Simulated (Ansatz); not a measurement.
## Two runs on TaN

System: TaN (Imm2, 2 atoms in the cell).
Method of run 1: DFT PBEsol, scalar-relativistic, plane waves, PAW, no spin polarisation (Ansatz 0.2.0).

The structure derives from an entry of the Crystallography Open Database. Text and figures count atoms from 1; the logs count them from 0 in places.

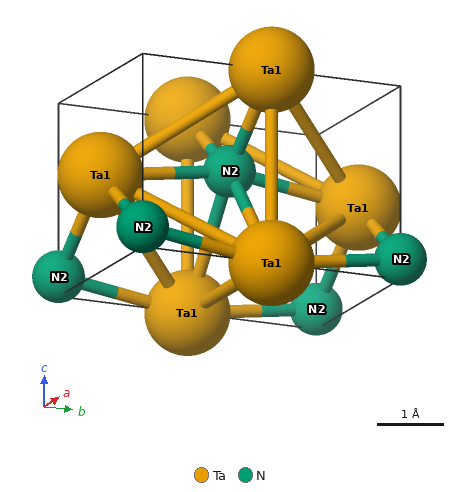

**Figure 1.** The structure (ball-and-stick view of the cell 2 times as large as that of the calculation, set on its symmetry axes, seen at an oblique angle; atoms are numbered from 1 in the order of the input). An atom can appear more than once, as a periodic image. Near neighbours in the periodic cell (some may lie outside the picture): Ta has 6 N at 1.97 to 2.41 Å and 12 Ta at 3.08 Å; N has 6 Ta at 1.97 to 2.41 Å.

**The input, run 1**
```yaml
crystal:
  lattice:
    - [0.0, 2.179, 2.179]
    - [2.179, 0.0, 2.179]
    - [2.179, 2.179, 0.0]
  atoms:
    - { symbol: Ta, position: [0.5, 0.5, 0.5] }
    - { symbol: "N", position: [-0.1032583754, 0.0, 0.0] }
basis:
  ecutwfc: 420
kpoints:
  mp_grid: { grid: [18, 18, 18] }
hamiltonian:
  xc: pbesol
scf:
  occupations: { method: gaussian, width: 0.15 }
output:
  forces: true
  stress: true
  eigenvalues: true
```

Launched with:
```bash
ansatz run input.yaml --threads 1 --pin off --max-ram 2560MiB --backend cpu --events-out ev --progress --plain --runs-dir out
```

Hardware: 1 thread of Intel Xeon (Sapphire Rapids), 32 GiB of memory available, shared host.

**Output, shortened to warnings, some set-up lines, iterations and results (run 1)**
```
Basis set: ecut = 420 eV, 411 PW (Γ), exchange–correlation on 48×48×48 points (8 copies of the dense FFT grid, shifted against one another)
Symmetry: 4 space group operations
k-points: 865 of 5832 (time reversal used)
Initial density: superposition of atomic densities (neutral atoms: chi_scale 0, normalization atom), corrected by the library's trained network
[...]
SCF iter   1: F=—  HF=-10186.552106 eV  |F-HF|=—  |Δ(HF+E_count)|=         —  Δρ=2.14e-2  dr2=9.23e-2  ethr=1.77e-3  ⟨swp⟩=5.2  Hψ=55604  notcnv=0
SCF iter   2: F=—  HF=-10186.537787 eV  |F-HF|=—  |Δ(HF+E_count)|=   1.43e-2  Δρ=1.24e-2  dr2=3.43e-2  ethr=5.13e-4  ⟨swp⟩=1.0  Hψ=18165  notcnv=0
SCF iter   3: F=—  HF=-10186.529340 eV  |F-HF|=—  |Δ(HF+E_count)|=   8.45e-3  Δρ=1.05e-3  dr2=1.18e-4  ethr=1.90e-4  ⟨swp⟩=2.0  Hψ=14296  notcnv=0
SCF iter   4: F=—  HF=-10186.529290 eV  |F-HF|=—  |Δ(HF+E_count)|=   5.03e-5  Δρ=1.88e-4  dr2=7.97e-6  ethr=6.54e-7  ⟨swp⟩=2.0  Hψ=18836  notcnv=0
SCF iter   5: F=—  HF=-10186.529287 eV  |F-HF|=—  |Δ(HF+E_count)|=   2.85e-6  Δρ=2.70e-5  dr2=7.61e-8  ethr=4.43e-8  ⟨swp⟩=2.0  Hψ=17391  notcnv=0
SCF iter   6: F=-10186.529287 eV  HF=-10186.529287 eV  |F-HF|=3.95e-10  |Δ(HF+E_count)|=   1.08e-8  Δρ=7.48e-6  dr2=3.66e-9  ethr=4.23e-10  ⟨swp⟩=3.3  Hψ=46040  notcnv=0
SCF 1 converged in 6 iterations: F = -10186.529287 eV  dr2 = 3.66e-9
SCF converged after 6 iterations
Free energy (F): -10186.529287 eV
Harris-Foulkes:  -10186.529287 eV  (|F-HF|=3.95e-10)
Internal energy: -10186.520752 eV  (E = F + TS)
E sigma→0 (E₀):  -10186.525019 eV
Entropy (-TS):   -0.008535 eV (-4.267 meV/atom)
Fermi energy:    21.944165 eV
--- Per-component energies (eV) ---
  E_band       = -36.244459
  E_kinetic    = 505.313301
  E_local      = -587.142435  (includes V_loc(G=0)·N_el)
  E_nonlocal   = 64.513048
  E_hartree    = 200.319671
  E_xc         = -279.225375
  E_vxc        = -283.395124  (∫ρ·V_xc dr)
  E_paw        = -8396.444162  (= ΣΔE_a)
  E_vpaw       = -136.172349  (= ΣTr[D̂ρ^β])
  E_aug_tail   = 0.000227  (compensation charges beyond the density's cutoff)
  E_ewald      = -1694.096773
  E_core_change = 0.241745  (= ΣΔE_core)
  E_smearing   = -0.008535  (= −TS)
  E_closure    = -0.000000  (closes the sum)
  Σ components = -10186.529287   (vs F -10186.529287, Δ=0.00e0)
--- Forces (eV/Å), atoms counted from 1 ---
  atom   1  Ta     0.00000000    -2.60939274    -2.60939274
  atom   2  N      0.00000000     2.60940920     2.60940920
  max |Σ_I F_I| component: 1.65e-5 eV/Å
--- Stress (GPa, compression-positive) ---
        4.481476       0.000000      -0.000000
        0.000000      31.561445      -8.309925
       -0.000000      -8.309925      31.561445
  P = ⅓ Tr σ = 22.5348 GPa (225.348 kbar)
```

Run 2 used a changed input.

**The two runs side by side**

| quantity | run 1 | run 2 |
| --- | --- | --- |
| outcome | converged | converged |
| free energy per atom (eV) | −5093.2646 | −5093.3981 |
| energy per atom, smearing taken to zero (eV) | −5093.2625 | −5093.3958 |
| gap on the mesh (eV) | 0.00 | 0.00 |
| pressure (GPa) | 22.53 | 13.97 |
| largest force (eV/Å) | 3.690 | 2.709 |
| SCF iterations | 6 | 6 |
| irreducible k-points | 865 | 480 |
| plane waves at Γ | 411 | 411 |
| wall time (shared host) | 19 s | 11 s |

Which change of the input explains these differences?

The change (lines with − go, lines with + come):
```diff
-    - { symbol: "N", position: [-0.1032583754, 0.0, 0.0] }
+    - { symbol: "N", position: [-0.0516291877, 0.0516291877, -0.0516291877] }
```

With the same functional and potentials, run 2 lies 133.5 meV per atom lower. The pressure goes from 22.53 to 13.97 GPa. The largest force goes from 3.690 to 2.709 eV/Å. The number of SCF iterations is the same. The irreducible k-points go from 865 to 480. On the same kind of shared host run 2 took about 0.57 times as long.

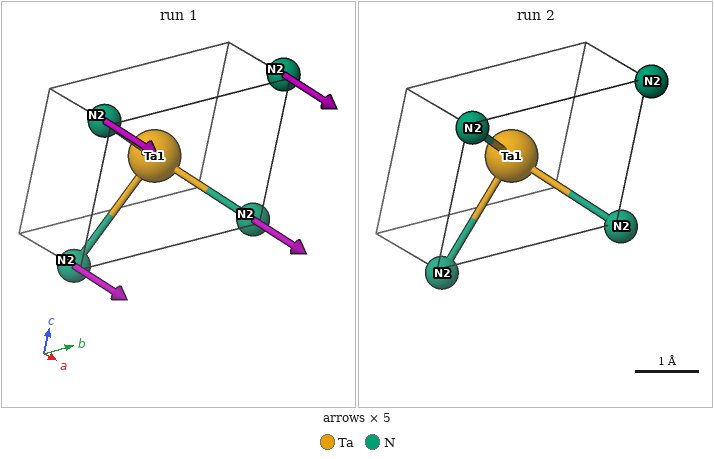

**Figure 2.** The two input geometries at one scale (ball-and-stick view of the cell of the calculation, seen slightly off an axis). The pink arrows on the first give the shifts of the atoms relative to the cell, magnified 5 times. N2 moves most: 0.22 Å. Ta stays in place. The cell doesn't change. Among the contacts that change: Ta1–N2 2.415 → 2.191 Å.

**Output, shortened to warnings, some set-up lines, iterations and results (run 2)**
```
Basis set: ecut = 420 eV, 411 PW (Γ), exchange–correlation on 48×48×48 points (8 copies of the dense FFT grid, shifted against one another)
Symmetry: 8 space group operations
k-points: 480 of 5832 (time reversal used)
Initial density: superposition of atomic densities (neutral atoms: chi_scale 0, normalization atom), corrected by the library's trained network
[...]
SCF iter   1: F=—  HF=-10186.813594 eV  |F-HF|=—  |Δ(HF+E_count)|=         —  Δρ=1.86e-2  dr2=7.15e-2  ethr=1.77e-3  ⟨swp⟩=5.3  Hψ=30911  notcnv=0
SCF iter   2: F=—  HF=-10186.802784 eV  |F-HF|=—  |Δ(HF+E_count)|=   1.08e-2  Δρ=1.08e-2  dr2=2.68e-2  ethr=3.97e-4  ⟨swp⟩=1.0  Hψ=10080  notcnv=0
SCF iter   3: F=—  HF=-10186.796301 eV  |F-HF|=—  |Δ(HF+E_count)|=   6.48e-3  Δρ=9.88e-4  dr2=1.05e-4  ethr=1.49e-4  ⟨swp⟩=2.0  Hψ=7972  notcnv=0
SCF iter   4: F=—  HF=-10186.796252 eV  |F-HF|=—  |Δ(HF+E_count)|=   4.89e-5  Δρ=1.72e-4  dr2=6.61e-6  ethr=5.86e-7  ⟨swp⟩=2.0  Hψ=10566  notcnv=0
SCF iter   5: F=—  HF=-10186.796248 eV  |F-HF|=—  |Δ(HF+E_count)|=   3.47e-6  Δρ=2.49e-5  dr2=7.94e-8  ethr=3.67e-8  ⟨swp⟩=2.1  Hψ=9741  notcnv=0
SCF iter   6: F=-10186.796248 eV  HF=-10186.796248 eV  |F-HF|=2.38e-10  |Δ(HF+E_count)|=   2.35e-8  Δρ=6.83e-6  dr2=3.17e-9  ethr=4.41e-10  ⟨swp⟩=3.2  Hψ=25378  notcnv=0
SCF 1 converged in 6 iterations: F = -10186.796248 eV  dr2 = 3.17e-9
SCF converged after 6 iterations
Free energy (F): -10186.796248 eV
Harris-Foulkes:  -10186.796248 eV  (|F-HF|=2.38e-10)
Internal energy: -10186.786834 eV  (E = F + TS)
E sigma→0 (E₀):  -10186.791541 eV
Entropy (-TS):   -0.009414 eV (-4.707 meV/atom)
Fermi energy:    22.059045 eV
--- Per-component energies (eV) ---
  E_band       = -36.184199
  E_kinetic    = 504.025185
  E_local      = -577.337374  (includes V_loc(G=0)·N_el)
  E_nonlocal   = 63.897351
  E_hartree    = 196.064699
  E_xc         = -278.989369
  E_vxc        = -283.099950  (∫ρ·V_xc dr)
  E_paw        = -8396.128519  (= ΣΔE_a)
  E_vpaw       = -135.798260  (= ΣTr[D̂ρ^β])
  E_aug_tail   = 0.000216  (compensation charges beyond the density's cutoff)
  E_ewald      = -1698.560769
  E_core_change = 0.241745  (= ΣΔE_core)
  E_smearing   = -0.009414  (= −TS)
  E_closure    = 0.000000  (closes the sum)
  Σ components = -10186.796248   (vs F -10186.796248, Δ=0.00e0)
--- Forces (eV/Å), atoms counted from 1 ---
  atom   1  Ta     0.00000000    -2.70929856     0.00000000
  atom   2  N      0.00000000     2.70931332     0.00000000
  max |Σ_I F_I| component: 1.48e-5 eV/Å
--- Stress (GPa, compression-positive) ---
        4.636047       0.000000       0.000000
        0.000000      32.625436       0.000000
        0.000000       0.000000       4.636047
  P = ⅓ Tr σ = 13.9658 GPa (139.658 kbar)
```

For both runs: Spin–orbit coupling is left out, which matters for Ta.
